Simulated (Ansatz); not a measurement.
# ZnS (P6_3mc): refractive index against wavelength

The refractive index of ZnS (P6_3mc) along x below the direct gap (2.25 eV on the mesh) is read from one computed spectrum, n = √(Re ε). x, y and z are the Cartesian axes of the input cell.

Cell: a, b, c = 3.811, 3.811, 6.234 Å (primitive vectors), 4 atoms.

Method: Ansatz 0.2.0, PBE, independent particles, k-mesh 9×9×4 with interpolation inside its cells, Gaussian parameter 0.1 eV.

Launch of the response step: `ansatz run input.yaml --threads 4 --pin off --max-ram 8192MiB --backend cpu --events-out ev --progress --plain --runs-dir out`. The run took 49 s, on 4 threads of Arm Neoverse V1, with other jobs on the host.

| wavelength (nm) | photon energy E (eV) | n |
| --- | --- | --- |
| 3000 | 0.413 | 2.5019 |
| 2000 | 0.620 | 2.5090 |
| 1550 | 0.800 | 2.5177 |
| 1310 | 0.946 | 2.5266 |
| 1064 | 1.165 | 2.5434 |
| 850 | 1.459 | ? |

In the single-oscillator model n² − 1 = E₀E_d/(E₀² − E²), so 1/(n² − 1) = E₀/E_d − E²/(E₀E_d) is linear in E².

Working, on the rows shown:

| x = E² (eV²) | y = 1/(n² − 1) |
| --- | --- |
| 0.170801 | 0.190132 |
| 0.384302 | 0.188855 |
| 0.639837 | 0.187308 |
| 0.895757 | 0.185746 |
| 1.35784 | 0.182853 |

Means: x̄ = 0.68971, ȳ = 0.18698. Σ(x − x̄)(y − ȳ) = -0.005236, Σ(x − x̄)² = 0.8539. Slope = -0.005236 / 0.8539 = -0.006132; intercept = ȳ − slope · x̄ = 0.19121. Turned back into n, the line misses the rows shown by at most 0.00018.

Task: Fill in the last column of the withheld row.

Result: At x = 2.1276 the line gives y = 0.17816, that is 2.5716. The run gave 2.5735, so the extrapolation is off by 0.0019, 3 % of the range in the table.

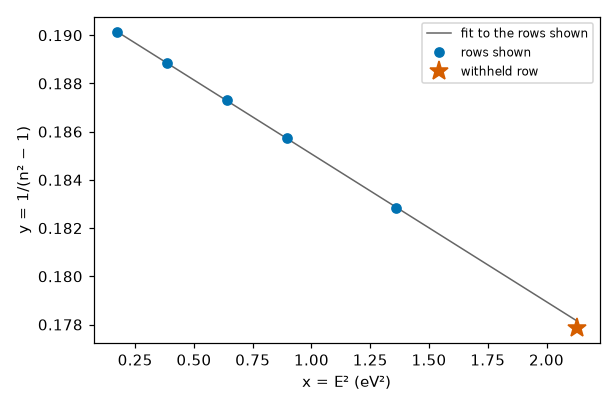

Refitted with all rows, the slope is -0.00628 and the intercept 0.19129. These give E₀ = √(intercept/−slope) = 5.52 eV and E_d = E₀/intercept = 28.9 eV; E₀ is 2.5 times the direct gap. The electronic limit at long wavelengths, without lattice vibrations, is n = √(1 + 1/intercept) = 2.496. The cell comes from an older database entry, whose edges can be off by a per cent or so. Excitons are left out and so are local fields; PBE gaps are as a rule too small.
